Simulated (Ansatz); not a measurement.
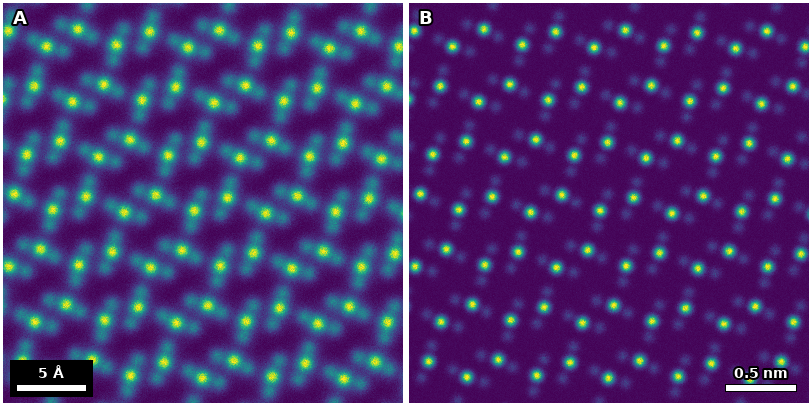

Two simulated images of the same area of MnO₂ (Pnma, No. 62) along [010], with a probe of 0.67 Å. One is incoherent Z contrast (Z^1.6 per atom), the other the projected potential of neutral atoms blurred by the probe (iDPC-like, thin sample). Brightness is counted from the darkest point of the image. Shot noise was added. Structure: a calculation's starting geometry.

> Which panel is which, and how can one tell?

B is the Z-contrast image and A the potential image. The columns of 1 O per repeat reach about 16 % of the brightest peak (1 Mn) in B but about 44 % in A, mainly since the potential grows much more slowly with atomic number.
